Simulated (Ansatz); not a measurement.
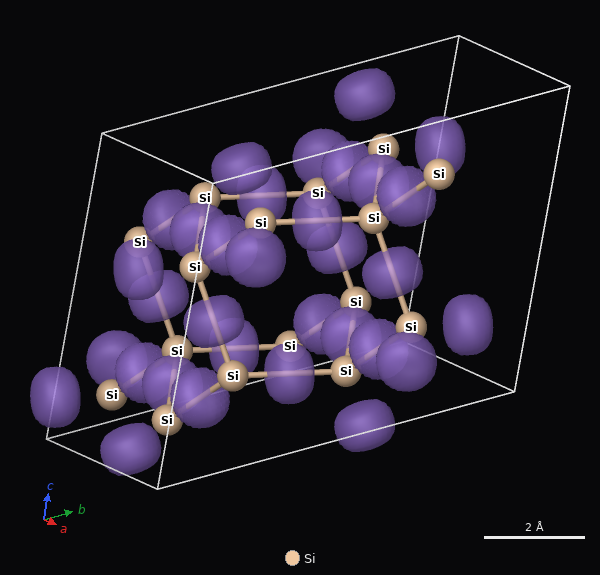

Figure 1: Si. Isosurface of the electron localisation function at 0.85 (purple), seen slightly off an axis. Only the valence region is drawn (cores and ρ < 0.01 e/Å³ removed). Sticks mark near contacts.

Space group Fd-3m.

These are results of Ansatz 0.2.0, DFT PBE, scalar-relativistic, plane waves, PAW, not measurements.

```cif
data_structure
_symmetry_space_group_name_H-M 'P 1'
_symmetry_Int_Tables_number 1
_cell_length_a 7.7353
_cell_length_b 7.7353
_cell_length_c 7.7353
_cell_angle_alpha 60.000
_cell_angle_beta 60.000
_cell_angle_gamma 60.000
_cell_volume 327.28
loop_
_atom_site_label
_atom_site_type_symbol
_atom_site_fract_x
_atom_site_fract_y
_atom_site_fract_z
_atom_site_occupancy
Si1 Si 0.12500 0.12500 0.12500 1
Si2 Si 0.12500 0.62500 0.12500 1
Si3 Si 0.62500 0.12500 0.12500 1
Si4 Si 0.62500 0.62500 0.12500 1
Si5 Si 0.12500 0.12500 0.62500 1
Si6 Si 0.12500 0.62500 0.62500 1
Si7 Si 0.62500 0.12500 0.62500 1
Si8 Si 0.62500 0.62500 0.62500 1
Si9 Si 0.25000 0.75000 0.25000 1
Si10 Si 0.25000 0.25000 0.25000 1
Si11 Si 0.75000 0.75000 0.25000 1
Si12 Si 0.75000 0.25000 0.25000 1
Si13 Si 0.25000 0.75000 0.75000 1
Si14 Si 0.25000 0.25000 0.75000 1
Si15 Si 0.75000 0.75000 0.75000 1
Si16 Si 0.75000 0.25000 0.75000 1
```

**What do the ELF domains correspond to?**

At this value the surface marks out 32 regions between bonded Si–Si atoms (shared pairs), counted in one cell of 16 atoms. Regions shared between cells count once.

Values along the shortest contacts:
Si–Si (2.37 Å): the ELF peaks at about 0.95 between the atoms; localised, covalent bonding.

**Metal or insulator at this level of theory?**

It is gapped, with a Kohn–Sham gap of 0.73 eV on the k-point mesh (the band edges may lie off the mesh, which would make the gap smaller).
